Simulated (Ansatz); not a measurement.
## Geometry relaxation of Fe (part 2 of 2)

The same run, continued: Fe (Fm-3m, 1 atom in the cell); DFT PBEsol, scalar-relativistic, plane waves, PAW, spin-polarised (Ansatz 0.2.0); cutoff 420 eV, 8×8×8 k-mesh, Gaussian smearing of 0.1 eV, collinear spins. The structure was made by swapping elements on the sites of another compound; it need not be a known phase. It belongs to a series of runs on one base structure; here: Al -> Fe on all its sites, cell and atoms relaxed.

Geometry of the input (Å; fractional positions):
```
0.0000  2.1278  2.1278
2.1278  0.0000  2.1278
2.1278  2.1278  0.0000
Fe 0.0000  0.0000  0.0000
```

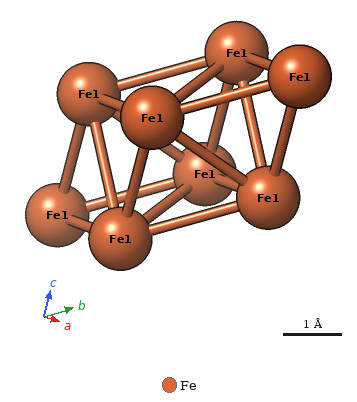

**Figure 1.** The geometry at step 3 of the log (ball-and-stick view of the cell of the calculation, seen slightly off an axis; atoms are numbered from 1 in the order of the input).

### Output, continued
```
SCF iter   1: F=—  HF=-4448.650633 eV  |F-HF|=—  |Δ(HF+E_count)|=         —  Δρ=1.20e-2 (↑1.20e-2 ↓2.82e-3)  dr2=9.99e-3  dr2_m=4.75e-3  M=2.661 μB ∫|m|=2.724 μB  β_m=0.30  ethr=6.34e-5  ⟨swp⟩=1.0  Hψ=5223  notcnv=0
preconditioner: auto → none  [metal: Δε(μ)=0.019 eV  Ē_g=14.698 eV  σ=0.100 eV  W_gap=0.10  n_scr=0 (ndim 8)  ℏωp=30.9 eV  f_vac=0.000  D(μ)=1.54/eV (n_scr^D=14)]
SCF iter   2: F=—  HF=-4448.646212 eV  |F-HF|=—  |Δ(HF+E_count)|=   4.42e-3  Δρ=1.95e-3 (↑1.95e-3 ↓1.78e-3)  dr2=7.01e-5  dr2_m=3.15e-4  M=2.681 μB ∫|m|=2.746 μB  β_m=0.31  ethr=6.25e-5  ⟨swp⟩=2.6  Hψ=1354  notcnv=0
SCF iter   3: F=—  HF=-4448.646789 eV  |F-HF|=—  |Δ(HF+E_count)|=   5.77e-4  Δρ=1.50e-3 (↑1.28e-3 ↓1.50e-3)  dr2=2.82e-5  dr2_m=1.79e-4  M=2.680 μB ∫|m|=2.744 μB  β_m=0.61  ethr=4.38e-7  ⟨swp⟩=2.2  Hψ=1180  notcnv=0
SCF iter   4: F=—  HF=-4448.648117 eV  |F-HF|=—  |Δ(HF+E_count)|=   1.33e-3  Δρ=8.20e-4 (↑3.51e-4 ↓8.20e-4)  dr2=3.46e-5  dr2_m=3.33e-5  M=2.676 μB ∫|m|=2.740 μB  β_m=0.81  ethr=1.76e-7  ⟨swp⟩=2.0  Hψ=1377  notcnv=0
SCF iter   5: F=—  HF=-4448.648544 eV  |F-HF|=—  |Δ(HF+E_count)|=   4.27e-4  Δρ=5.17e-4 (↑5.17e-4 ↓1.40e-4)  dr2=1.19e-5  dr2_m=1.08e-5  M=2.671 μB ∫|m|=2.733 μB  β_m=0.90  ethr=1.76e-7  ⟨swp⟩=2.0  Hψ=1285  notcnv=0
SCF iter   6: F=—  HF=-4448.648538 eV  |F-HF|=—  |Δ(HF+E_count)|=   5.64e-6  Δρ=1.68e-4 (↑1.68e-4 ↓5.02e-5)  dr2=3.45e-6  dr2_m=4.00e-7  M=2.670 μB ∫|m|=2.733 μB  β_m=0.93  ethr=7.46e-8  ⟨swp⟩=1.0  Hψ=812  notcnv=0
SCF iter   7: F=—  HF=-4448.648539 eV  |F-HF|=—  |Δ(HF+E_count)|=   7.26e-7  Δρ=1.08e-5 (↑1.08e-5 ↓5.31e-6)  dr2=1.73e-8  dr2_m=9.98e-10  M=2.671 μB ∫|m|=2.734 μB  β_m=0.97  ethr=2.16e-8  ⟨swp⟩=2.3  Hψ=1130  notcnv=0
SCF iter   8: F=-4448.648539 eV  HF=-4448.648539 eV  |F-HF|=4.91e-9  |Δ(HF+E_count)|=   6.19e-9  Δρ=4.44e-6 (↑4.34e-6 ↓4.44e-6)  dr2=5.97e-9  dr2_m=3.13e-11  M=2.671 μB ∫|m|=2.734 μB  ethr=1.08e-10  ⟨swp⟩=2.1  Hψ=2636  notcnv=0
SCF 5 converged in 8 iterations: F = -4448.648539 eV  dr2 = 5.97e-9
relax step   5: F+E_penalty+E_count = -4448.64853907 eV  Δ(F+E_penalty+E_count) = -3.356e-3 eV  max|allowed force component| = 0.000e0 eV/Å  Δτ_max = 0.0000 Å  P = +1.331 GPa  Ω = 11.578 Å³  energy of the carried Pulay correction = +2.254e-3 eV  (8 SCF iters, dr2 threshold 1.00e-7 eV, accepted)
Crystal: 1 atoms, lattice volume = 11.663 Å³
iter 1 solved again at ethr=4.08e-6 eV; its pass at ethr=3.10e-3 eV (dr2=6.52e-4 eV) is discarded
SCF iter   1: F=—  HF=-4448.649100 eV  |F-HF|=—  |Δ(HF+E_count)|=         —  Δρ=3.76e-3 (↑3.76e-3 ↓1.21e-3)  dr2=6.72e-4  dr2_m=6.11e-4  M=2.687 μB ∫|m|=2.751 μB  β_m=0.65  ethr=4.08e-6  ⟨swp⟩=2.0  Hψ=5023  notcnv=0
preconditioner: auto → none  [metal: Δε(μ)=0.045 eV  Ē_g=14.665 eV  σ=0.100 eV  W_gap=0.25  n_scr=0 (ndim 8)  ℏωp=30.8 eV  f_vac=0.000  D(μ)=1.40/eV (n_scr^D=14)]
SCF iter   2: F=—  HF=-4448.649010 eV  |F-HF|=—  |Δ(HF+E_count)|=   9.00e-5  Δρ=2.08e-3 (↑2.08e-3 ↓1.40e-3)  dr2=8.07e-4  dr2_m=1.38e-5  M=2.681 μB ∫|m|=2.745 μB  β_m=0.35  ethr=4.08e-6  ⟨swp⟩=2.0  Hψ=1424  notcnv=0
SCF iter   3: F=—  HF=-4448.648809 eV  |F-HF|=—  |Δ(HF+E_count)|=   2.01e-4  Δρ=8.42e-4 (↑7.85e-4 ↓8.42e-4)  dr2=6.96e-7  dr2_m=6.99e-5  M=2.685 μB ∫|m|=2.749 μB  β_m=0.62  ethr=4.08e-6  ⟨swp⟩=2.4  Hψ=1151  notcnv=0
SCF iter   4: F=—  HF=-4448.648893 eV  |F-HF|=—  |Δ(HF+E_count)|=   8.41e-5  Δρ=8.93e-5 (↑5.73e-5 ↓8.93e-5)  dr2=1.80e-6  dr2_m=1.22e-7  M=2.686 μB ∫|m|=2.751 μB  β_m=0.71  ethr=4.35e-9  ⟨swp⟩=2.3  Hψ=1359  notcnv=0
SCF iter   5: F=—  HF=-4448.648900 eV  |F-HF|=—  |Δ(HF+E_count)|=   6.92e-6  Δρ=7.29e-5 (↑2.20e-5 ↓7.29e-5)  dr2=7.92e-7  dr2_m=8.04e-8  M=2.686 μB ∫|m|=2.751 μB  β_m=0.86  ethr=4.35e-9  ⟨swp⟩=2.1  Hψ=1036  notcnv=0
SCF iter   6: F=—  HF=-4448.648903 eV  |F-HF|=—  |Δ(HF+E_count)|=   3.17e-6  Δρ=3.90e-6 (↑3.25e-6 ↓3.90e-6)  dr2=1.26e-9  dr2_m=1.02e-9  M=2.687 μB ∫|m|=2.751 μB  β_m=0.93  ethr=4.35e-9  ⟨swp⟩=2.1  Hψ=1235  notcnv=0
SCF iter   7: F=-4448.648903 eV  HF=-4448.648903 eV  |F-HF|=1.96e-9  |Δ(HF+E_count)|=   2.80e-8  Δρ=3.12e-6 (↑3.12e-6 ↓2.43e-6)  dr2=2.23e-9  dr2_m=1.50e-11  M=2.687 μB ∫|m|=2.751 μB  ethr=7.87e-12  ⟨swp⟩=1.9  Hψ=2527  notcnv=0
SCF 6 converged in 7 iterations: F = -4448.648903 eV  dr2 = 2.23e-9
relax step   6: F+E_penalty+E_count = -4448.64890334 eV  Δ(F+E_penalty+E_count) = -3.643e-4 eV  max|allowed force component| = 0.000e0 eV/Å  Δτ_max = 0.0000 Å  P = +0.120 GPa  Ω = 11.663 Å³  energy of the carried Pulay correction = +2.223e-3 eV  (7 SCF iters, dr2 threshold 1.00e-7 eV, accepted)
Basis set: ecut = 420 eV, 259 PW (Γ), exchange–correlation on 36×36×36 points (8 copies of the dense FFT grid, shifted against one another)
Initial wavefunctions: pseudopotential atomic-orbital guess (no wavefunctions were taken with the density)
iter 1 solved again at ethr=9.85e-7 eV; its pass at ethr=3.10e-3 eV (dr2=1.58e-4 eV) is discarded
SCF iter   1: F=—  HF=-4448.646436 eV  |F-HF|=—  |Δ(HF+E_count)|=         —  Δρ=8.62e-4 (↑8.62e-4 ↓7.29e-4)  dr2=1.65e-4  dr2_m=2.56e-6  M=2.686 μB ∫|m|=2.750 μB  β_m=0.65  ethr=9.85e-7  ⟨swp⟩=2.3  Hψ=5635  notcnv=0
preconditioner: auto → none  [metal: Δε(μ)=0.046 eV  Ē_g=14.651 eV  σ=0.100 eV  W_gap=0.25  n_scr=0 (ndim 8)  ℏωp=30.8 eV  f_vac=0.000  D(μ)=1.39/eV (n_scr^D=14)]
SCF iter   2: F=—  HF=-4448.646405 eV  |F-HF|=—  |Δ(HF+E_count)|=   3.14e-5  Δρ=7.63e-4 (↑7.63e-4 ↓2.78e-4)  dr2=6.92e-5  dr2_m=8.28e-6  M=2.688 μB ∫|m|=2.751 μB  β_m=0.41  ethr=9.85e-7  ⟨swp⟩=2.3  Hψ=1107  notcnv=0
SCF iter   3: F=—  HF=-4448.646404 eV  |F-HF|=—  |Δ(HF+E_count)|=   3.95e-7  Δρ=2.04e-4 (↑2.04e-4 ↓1.40e-4)  dr2=4.45e-6  dr2_m=4.33e-7  M=2.687 μB ∫|m|=2.750 μB  β_m=0.45  ethr=4.32e-7  ⟨swp⟩=2.5  Hψ=1197  notcnv=0
SCF iter   4: F=—  HF=-4448.646423 eV  |F-HF|=—  |Δ(HF+E_count)|=   1.91e-5  Δρ=7.83e-5 (↑6.09e-5 ↓7.83e-5)  dr2=5.48e-7  dr2_m=2.56e-7  M=2.687 μB ∫|m|=2.750 μB  β_m=0.72  ethr=2.78e-8  ⟨swp⟩=1.4  Hψ=915  notcnv=0
SCF iter   5: F=—  HF=-4448.646447 eV  |F-HF|=—  |Δ(HF+E_count)|=   2.34e-5  Δρ=5.98e-5 (↑5.98e-5 ↓1.64e-5)  dr2=1.45e-7  dr2_m=1.34e-7  M=2.686 μB ∫|m|=2.749 μB  β_m=0.85  ethr=3.43e-9  ⟨swp⟩=2.1  Hψ=1312  notcnv=0
SCF iter   6: F=—  HF=-4448.646448 eV  |F-HF|=—  |Δ(HF+E_count)|=   8.83e-7  Δρ=2.06e-5 (↑2.06e-5 ↓3.73e-6)  dr2=2.32e-8  dr2_m=1.18e-8  M=2.686 μB ∫|m|=2.749 μB  β_m=0.86  ethr=9.09e-10  ⟨swp⟩=1.6  Hψ=984  notcnv=0
SCF iter   7: F=—  HF=-4448.646448 eV  |F-HF|=—  |Δ(HF+E_count)|=   4.32e-8  Δρ=4.38e-6 (↑4.38e-6 ↓1.52e-6)  dr2=2.31e-9  dr2_m=2.34e-10  M=2.686 μB ∫|m|=2.749 μB  β_m=0.93  ethr=1.45e-10  ⟨swp⟩=1.8  Hψ=972  notcnv=0
SCF iter   8: F=-4448.646448 eV  HF=-4448.646448 eV  |F-HF|=1.27e-10  |Δ(HF+E_count)|=  7.43e-10  Δρ=7.26e-7 (↑7.26e-7 ↓6.09e-7)  dr2=1.42e-10  dr2_m=4.33e-13  M=2.686 μB ∫|m|=2.749 μB  ethr=6.25e-12  ⟨swp⟩=2.5  Hψ=2535  notcnv=0
SCF 7 converged in 8 iterations: F = -4448.646448 eV  dr2 = 1.42e-10
relax step   7: F+E_penalty+E_count = -4448.64644777 eV  Δ(F+E_penalty+E_count) = +2.456e-3 eV  max|allowed force component| = 0.000e0 eV/Å  Δτ_max = 0.0000 Å  P = +0.084 GPa  Ω = 11.663 Å³  stress off target by 8.40e-2 GPa  SCF on the basis re-selected at this cell (its energy is not comparable with the rows above)  (8 SCF iters)
```

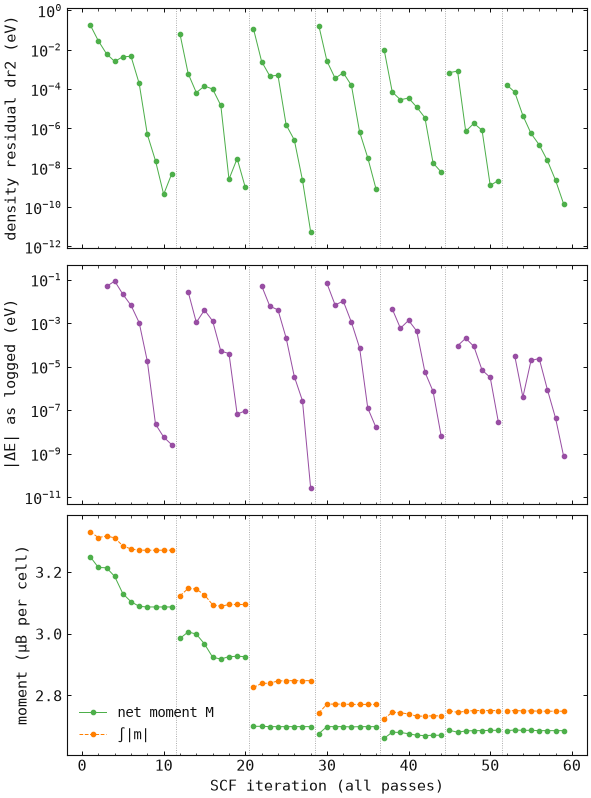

**Figure 2.** Convergence of the self-consistent field: density residual dr2, size of the energy change and magnetic moment against the SCF iteration. The dotted lines part the SCF passes of the relaxation: geometry steps, rejected trials and re-solves on a re-selected basis. The 7 passes take 7 to 11 iterations each, 59 in all. The net moment goes from 3.2 to 2.7 μB per cell.

```
basis re-selected at this cell: Δ(F+E_penalty+E_count) = +2.456e-3 eV, ΔP = -0.036 GPa vs the last step (what re-selecting the basis moved, of the pressure what is left beyond the Pulay correction that the steps carried, after the strain that the cell walked since its last selection, with what the two solves' SCF thresholds leave and, on support functions, any second-order correction that the steps lacked; it is no measure of the basis error at this ecutwfc). The dense FFT grid was sized anew with the basis: this SCF ran on 18×18×18 points, the steps before it on 24×24×24, so part of this shift can come from that change (see relax.cell in the input reference). This SCF's stress stands 8.40e-2 GPa from its target on what of the cell is left free (relax.cell.stress_tol is 5.00e-1 GPa) and its largest allowed force component is 0.00e0 eV/Å (relax.f_tol is 5.00e-2 eV/Å): within both
SCF converged after 8 iterations
Magnetization: 2.6864 μB (9.3432 up, 6.6568 down)
Absolute magnetization: 2.7491 μB (∫|ρ↑−ρ↓|, with the PAW one-centre terms)
Spin contamination: 0.0355 ħ² per cell (⟨S²⟩ above its minimum at these occupations)
Per-site moments (μB) at R_I (Å): [(2.697558467519793, 1.0500258663235438)]
Free energy (F): -4448.646448 eV
Harris-Foulkes:  -4448.646448 eV  (|F-HF|=1.27e-10)
Internal energy: -4448.639477 eV  (E = F + TS)
E sigma→0 (E₀):  -4448.642963 eV
Entropy (-TS):   -0.006970 eV (-6.970 meV/atom)
Fermi energy:    17.894102 eV
--- Per-component energies (eV) ---
  E_band       = -220.033120
  E_kinetic    = 349.377840
  E_local      = -2098.400045  (includes V_loc(G=0)·N_el)
  E_nonlocal   = 221.863796
  E_hartree    = 878.467605
  E_xc         = -116.693269
  E_vxc        = -150.865341  (∫ρ·V_xc dr)
  E_paw        = -1335.981841  (= ΣΔE_a)
  E_vpaw       = -298.946054  (= ΣTr[D̂ρ^β])
  E_aug_tail   = 0.000757  (compensation charges beyond the density's cutoff)
  E_ewald      = -2347.453522
  E_core_change = 0.179202  (= ΣΔE_core)
  E_smearing   = -0.006970  (= −TS)
  E_closure    = 0.000000  (closes the sum)
  Σ components = -4448.646448   (vs F -4448.646448, Δ=0.00e0)
--- Forces (eV/Å), atoms counted from 1 ---
  atom   1  Fe    -0.00000000     0.00000000    -0.00000000
  max |Σ_I F_I| component: 3.90e-32 eV/Å
--- Stress (GPa, compression-positive) ---
        0.084029      -0.000000      -0.000000
       -0.000000       0.084029      -0.000000
       -0.000000      -0.000000       0.084029
  P = ⅓ Tr σ = 0.0840 GPa (0.840 kbar)
--- Band table (eV; the first three rows and the last of 58) ---
  k-point 0 ↑: bands = ["-70.0687", "-36.0198", "-36.0198", "-36.0198", "9.2479", "15.4749", "15.4749", "15.4749", "16.5425", "16.5425", "39.2826", "43.7169", "43.7169", "43.7169"]
  k-point 1 ↑: bands = ["-70.0590", "-36.0758", "-36.0275", "-36.0275", "9.8398", "15.3073", "15.6079", "15.6079", "16.4979", "16.4979", "37.5486", "40.6267", "43.0763", "43.0763"]
  k-point 2 ↑: bands = ["-70.0355", "-36.2099", "-36.0460", "-36.0460", "11.3792", "15.1212", "15.6445", "15.6445", "16.7148", "16.7148", "32.0666", "39.6135", "42.2811", "42.2811"]
  k-point 28 ↓: bands = ["-66.8660", "-33.2388", "-33.2388", "-33.1199", "15.7167", "16.7165", "16.7165", "19.3135", "20.6099", "26.8765", "26.8765", "29.2296", "30.1804", "46.8460"]
--- Relaxed structure (6 steps of the walk, 6 accepted, 1 SCFs on fresh bases) ---
  F+E_penalty+E_count = -4448.64644777 eV   max|allowed force component| = 0.000e0 eV/Å   (the final SCF, on the basis selected at the relaxed cell)
  cell:  # Å, volume = 11.6631 Å³
    - [1.2133353710348001e-33, 1.7999525102997744, 1.7999525102997744]
    - [1.7999525102997744, 1.106651207692973e-33, 1.7999525102997744]
    - [1.7999525102997744, 1.7999525102997744, 4.346989265564051e-34]
  atoms:
    - { symbol: Fe, position: [0.0, 0.0, 0.0] }
--- Löwdin populations: 1 site ---
  site symbol       q [e]    m [muB]
     0     Fe     15.7720     2.7463
  spilling = 0.014252 (of n_electrons = 16.000000)
```

### File populations.tsv
```
# site	symbol	l	j	q_up	q_dn
# orbitals = lowdin
# n_electrons = 16.000000
# spilling = 0.014252
0	Fe	0_3S	-	0.993430	0.993644
0	Fe	0_4S	-	0.466078	0.487980
0	Fe	1_3P	-	2.998802	2.997971
0	Fe	2_3D	-	4.800800	2.033256
```

### Trajectory as extended XYZ (Å, eV, eV/Å), 7 frames, from step=1 to step=7
```
1
Lattice="0.0000 2.1278 2.1278 2.1278 0.0000 2.1278 2.1278 2.1278 0.0000" Properties=species:S:1:pos:R:3:forces:R:3 step=1 energy=-4447.45467 pressure_GPa=-29.39
Fe    0.0000    0.0000    0.0000    0.0000   0.0000   0.0000
1
Lattice="0.0000 2.0241 2.0241 2.0241 0.0000 2.0241 2.0241 2.0241 0.0000" Properties=species:S:1:pos:R:3:forces:R:3 step=2 energy=-4447.95293 pressure_GPa=-30.03
Fe    0.0000    0.0000    0.0000    0.0000   0.0000   0.0000
1
Lattice="0.0000 1.9204 1.9204 1.9204 0.0000 1.9204 1.9204 1.9204 0.0000" Properties=species:S:1:pos:R:3:forces:R:3 step=3 energy=-4448.40311 pressure_GPa=-26.40
Fe    0.0000    0.0000    0.0000    0.0000   0.0000   0.0000
1
Lattice="0.0000 1.8140 1.8140 1.8140 0.0000 1.8140 1.8140 1.8140 0.0000" Properties=species:S:1:pos:R:3:forces:R:3 step=4 energy=-4448.64518 pressure_GPa=-4.36
Fe    0.0000    0.0000    0.0000    0.0000   0.0000   0.0000
1
Lattice="0.0000 1.7956 1.7956 1.7956 0.0000 1.7956 1.7956 1.7956 0.0000" Properties=species:S:1:pos:R:3:forces:R:3 step=5 energy=-4448.64854 pressure_GPa=1.33
Fe    0.0000    0.0000    0.0000    0.0000   0.0000   0.0000
1
Lattice="0.0000 1.8000 1.8000 1.8000 0.0000 1.8000 1.8000 1.8000 0.0000" Properties=species:S:1:pos:R:3:forces:R:3 step=6 energy=-4448.64890 pressure_GPa=0.12
Fe    0.0000    0.0000    0.0000    0.0000   0.0000   0.0000
1
Lattice="0.0000 1.8000 1.8000 1.8000 0.0000 1.8000 1.8000 1.8000 0.0000" Properties=species:S:1:pos:R:3:forces:R:3 step=7 energy=-4448.64645 pressure_GPa=0.08
Fe    0.0000    0.0000    0.0000    0.0000   0.0000   0.0000
```

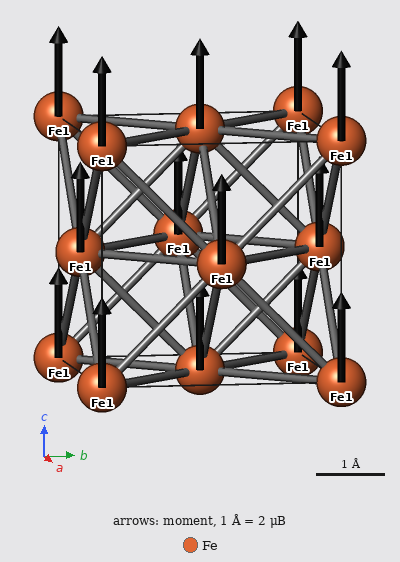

**Figure 3.** Magnetic moments of the sites as black arrows (ball-and-stick view of the cell 4 times as large as that of the calculation, set on its symmetry axes, seen slightly off an axis; atoms are numbered from 1 in the order of the input); small moments hardly show. The run is collinear, so the axis drawn is arbitrary. Site moments: Fe1 (2.70 μB). They are counted near the atoms and needn't add up to the moment of the cell.

### Summary

```tsv
quantity	value
outcome	converged
space group (tolerance 0.01 Å)	Fm-3m (225)
electrons treated	16
free energy	−4448.6464 eV
Fermi energy	17.894 eV
gap on the k-point mesh	none (metallic)
net moment of the cell	2.69 μB
integrated absolute moment	2.75 μB
pressure	0.08 GPa
final volume	11.66 Å³
largest force (length of the vector) at the end	under 0.001 eV/Å
final cell	a = 2.546 Å, b = 2.546 Å, c = 2.546 Å, α = 60.00°, β = 60.00°, γ = 60.00°
hardware	1 thread of Intel Xeon (Granite Rapids), 192 GiB of memory available, shared host
wall time	5.3 s
peak memory	0.32 GiB
```
